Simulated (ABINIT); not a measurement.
C: dielectric calculation (part 3 of 3)

Continued. System: C (2 atoms in the cell). Method: Kohn-Sham DFT of a periodic cell, PBE, JTH PAW PBE v2.0, no spin polarisation (ABINIT 10.8.3); cutoff 517.02 eV, 10×10×6 k-mesh, fixed occupations. The structure derives from a Materials Project entry.

Geometry of the input (Å; fractional positions):
```
2.1273  -1.2283  0.0000
2.1273  1.2283  0.0000
-1.3791  0.0000  3.5028
C  0.1666  0.1666  0.9999
C  0.8334  0.8334  0.0001
```

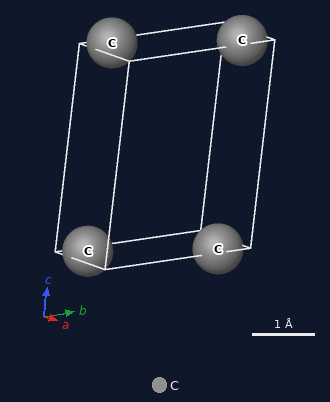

Figure 1. The structure as given in the input (ball-and-stick view of the reduced cell, seen slightly off an axis).

File anaddb.abo, continued:
```
 The violation of the charge neutrality conditions
 by the effective charges is as follows :
    atom        electric field
 displacement     direction
       1               1        0.109030        0.000000
       1               2        0.000000        0.000000
       1               3        0.001117        0.000000
       2               1        0.000000        0.000000
       2               2        0.110110        0.000000
       2               3       -0.000000        0.000000
       3               1        0.000356        0.000000
       3               2        0.000000        0.000000
       3               3       -0.002570        0.000000

 Effective charge tensors after
 imposition of the charge neutrality (if requested by user),
 and eventual restriction to some part :
   atom    displacement
         1         1   -2.220446E-16   -1.104685E-16    0.000000E+00
         1         2   -1.913256E-16   -2.220446E-16    0.000000E+00
         1         3    0.000000E+00   -4.349162E-17    0.000000E+00
         2         1    2.220446E-16    1.104685E-16    0.000000E+00
         2         2    1.913256E-16    2.220446E-16    0.000000E+00
         2         3    0.000000E+00    4.349162E-17    0.000000E+00
 Now, the imaginary part of the dynamical matrix is zeroed

================================================================================

 anaddb : the run completed successfully.
```

Key numbers:

```json
{"quantity": "outcome", "value": "converged"}
{"quantity": "space group (tolerance 0.01 Å)", "value": "C2/m (12)"}
{"quantity": "electrons treated", "value": "8"}
{"quantity": "free energy", "value": "−312.7836 eV"}
{"quantity": "Fermi energy of the self-consistent step", "value": "4.080 eV"}
{"quantity": "pressure", "value": "3.42 GPa"}
{"quantity": "largest force (length of the vector)", "value": "0.011 eV/Å"}
{"quantity": "ε∞ (xx, yy, zz)", "value": "11.83, 11.84, 2.63"}
{"quantity": "Born charges (mean of the diagonal)", "value": "C1, C2 (0.00 e)"}
{"quantity": "wall time", "value": "2.4 min"}
{"quantity": "peak memory", "value": "0.24 GiB"}
```

Points of doubt noted for this run: k mesh coarse for field response.
